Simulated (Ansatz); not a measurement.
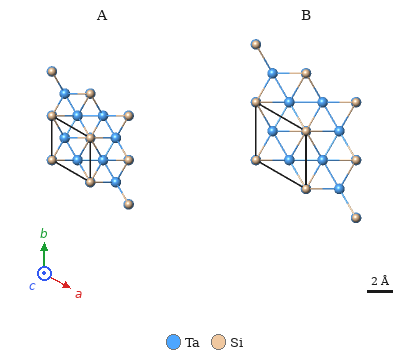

Two geometries of a crystal of Ta$_{5}$Si (a generated structure, set up in P6/mmm) (coarse preliminary run), drawn at one scale. One is the start of a relaxation, the other its converged end. The picture is a ball-and-stick view of the cell of the calculation, repeated 2 × 2 × 1 with one cell outlined, seen along the c axis.

Computed with DFT PBE, scalar-relativistic, plane waves, PAW (Ansatz). Set-up: plane-wave cutoff 420 eV; k-point mesh 6 × 6 × 2; occupations gaussian; smearing width 0.1 eV; no spin polarisation; cell and atoms relaxed; force threshold 0.04 eV/Å; at most 70 steps.

Which of the two is the end point?

Structure B is the relaxed one. Over 13 accepted moves (16 points after the start) the energy falls by 21.098 eV per cell of the calculation. The largest force component goes from 0.8 to 0.0005 eV/Å. The pressure goes from 64.94 to 0.08 GPa. The line search rejected the trial step at point 11 of the run. At 2 points the geometry stayed and the basis and grid were re-selected for the new cell (energy shift of 0.192 eV per cell of the calculation at most each time). The largest moves relative to the cell, 0.39 Å, are those of Ta atoms. Si stays in place. Cell: a = b 3.622 → 4.727 Å (+30.5 %), c 9.387 → 5.503 Å (−41.4 %). Volume −0.1 %. Near-neighbour distances that change, for instance: Ta–Ta 5.891 → 2.672 Å, Si–Ta 4.693 → 2.752 Å, Ta–Ta 3.496 → 2.831 Å, Ta–Ta 2.091 → 2.729 Å. New bonds form, among them: Si–Ta (4.69 → 2.75 Å), Ta–Ta (3.50 → 2.83 Å), Ta–Ta (5.89 → 2.67 Å). Bond angles that change, for instance: Si–Ta–Si 83.3° → 100.5°, Ta–Ta–Si 140.1° → 152.6°, Ta–Ta–Si 67.4° → 63.7°. The space group stays P6/mmm (No. 191).
